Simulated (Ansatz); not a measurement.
Consider SiNi.

Input file:

```
crystal:
  lattice:
    - [-5.0878282958, 0.0, 0.0]
    - [0.0, -3.3577714519, 0.0]
    - [0.0, 0.0, 11.8056604556]
  atoms:
    - { symbol: Si, position: [0.6785723358, 0.25, 0.7428817206] }
    - { symbol: Si, position: [0.6785723358, 0.25, 0.2746461443] }
    - { symbol: Si, position: [0.8214276642, 0.75, 0.0405283561] }
    - { symbol: Si, position: [0.8214276642, 0.75, 0.5087639325] }
    - { symbol: Si, position: [0.1785723358, 0.25, 0.8959427966] }
    - { symbol: Si, position: [0.1785723358, 0.25, 0.4277072203] }
    - { symbol: Si, position: [0.3214276642, 0.75, 0.1935894321] }
    - { symbol: Si, position: [0.3214276642, 0.75, 0.6618250085] }
    - { symbol: Ni, position: [0.990699269, 0.75, 0.7900943285] }
    - { symbol: Ni, position: [0.990699269, 0.75, 0.3218587521] }
    - { symbol: Ni, position: [0.509300731, 0.25, 0.0877409639] }
    - { symbol: Ni, position: [0.509300731, 0.25, 0.5559765403] }
    - { symbol: Ni, position: [0.490699269, 0.75, 0.8487301888] }
    - { symbol: Ni, position: [0.490699269, 0.75, 0.3804946124] }
    - { symbol: Ni, position: [0.009300731, 0.25, 0.1463768243] }
    - { symbol: Ni, position: [0.009300731, 0.25, 0.6146124006] }
basis:
  ecutwfc: 420
kpoints:
  mp_grid: { grid: [8, 12, 4] }
hamiltonian:
  xc: pbesol
scf:
  occupations: { method: gaussian, width: 0.15 }
output:
  forces: true
  stress: true
  eigenvalues: true
  write_density: true
  write_potential: true
  elf: true
  volumetric_format: npy
```

Run with:

```sh
ansatz run input.yaml --threads 2 --pin off --max-ram 5120MiB --backend cpu --events-out ev --progress --plain --runs-dir out
```

Below, planes, directions and counts refer to the conventional cell (a = 5.09 Å, b = 3.36 Å, c = 11.81 Å, α = 90.00°, β = 90.00°, γ = 90.00°).

Space group P2₁/m; not relaxed (largest force 1.1 eV/Å); computed pressure about −5 GPa in this cell; computed without spin polarisation.

The calculation used DFT PBEsol, scalar-relativistic, plane waves, PAW (Ansatz).

> What can the converged valence pseudo-density and electron localisation function tell about the bonding?

Si–Ni (2.37 Å): ρ is about 0.45 e/Å³ halfway; the ELF peaks at about 0.70 in the valence shell of Si, 0.9 Å from its nucleus, and is about 0.50 at the midpoint.

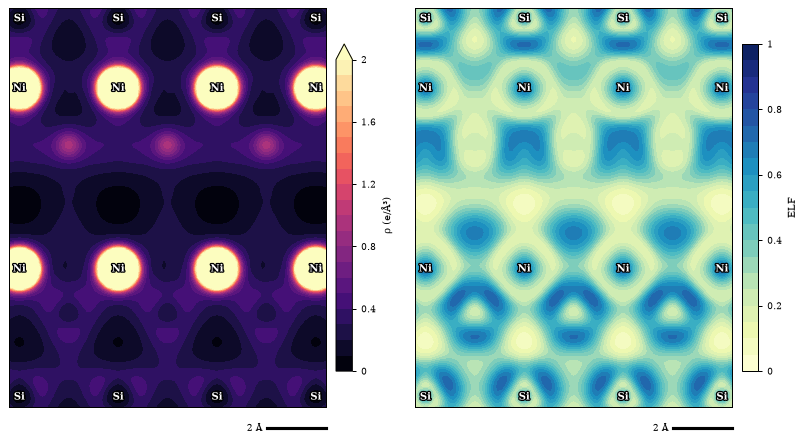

Computed valence pseudo-density and electron localisation function on the (101) plane of the conventional cell, in this order. Atoms just off the plane (Si, 0.4 Å away and Ni, 0.8 Å away) can leave unmarked features too.

The density is the valence pseudo-density of a PAW calculation; it isn't the true density close to the nuclei.
